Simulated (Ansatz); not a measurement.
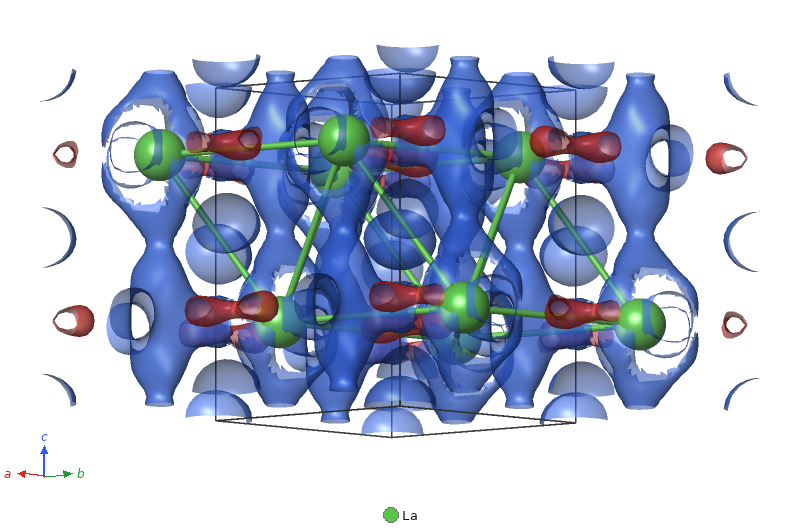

The picture shows: La. Density of the crystal less the sum of free-atom densities: blue surfaces at +0.01 and red ones at −0.01 e/Å³, in the conventional cell, repeated, seen at an oblique angle (the regions close to the nuclei are left out). Cores are masked to 1.0 Å (La).

Space group P6_3/mmc.

The calculation used Ansatz, DFT r2SCAN, scalar-relativistic, plane waves, PAW.

In a PAW calculation such maps are meaningful between the atoms, not at the nuclei.

The calculation's input:

```
crystal:
  lattice:
    - [3.75, 0.0, 0.0]
    - [-1.875, 3.2475952642, 0.0]
    - [0.0, 0.0, 6.07]
  atoms:
    - { symbol: La, position: [0.3333333333, 0.6666666667, 0.25] }
    - { symbol: La, position: [0.6666666667, 0.3333333333, 0.75] }
basis:
  ecutwfc: 500
  fft_grid_basis: typed
kpoints:
  mp_grid: { grid: [12, 12, 6] }
hamiltonian:
  xc: r2scan
scf:
  occupations: { method: gaussian, width: 0.05 }
output:
  forces: true
  stress: true
  eigenvalues: true
  bader: true
  write_density: true
  volumetric_format: npy
  elf: true
```

Run with:

```sh
ansatz run input.yaml --threads 1 --pin off --max-ram 2560MiB --backend cpu --events-out ev --progress --plain --runs-dir out
```

The picture shows the conventional cell (a = 3.75 Å, b = 3.75 Å, c = 6.07 Å, α = 90.00°, β = 90.00°, γ = 120.00°).

> What does the deformation density say about the bonding?

Over the whole cell, outside the masked cores, the largest gain, 0.02 e/Å³, lies 1.1 Å from a lanthanum nucleus, and the largest loss, 0.012 e/Å³, lies 1.9 Å from a lanthanum nucleus.
In all about 0.16 e an atom is rearranged against the free atoms.

> Metal or insulator at this level?

It is a metal at this level of theory.
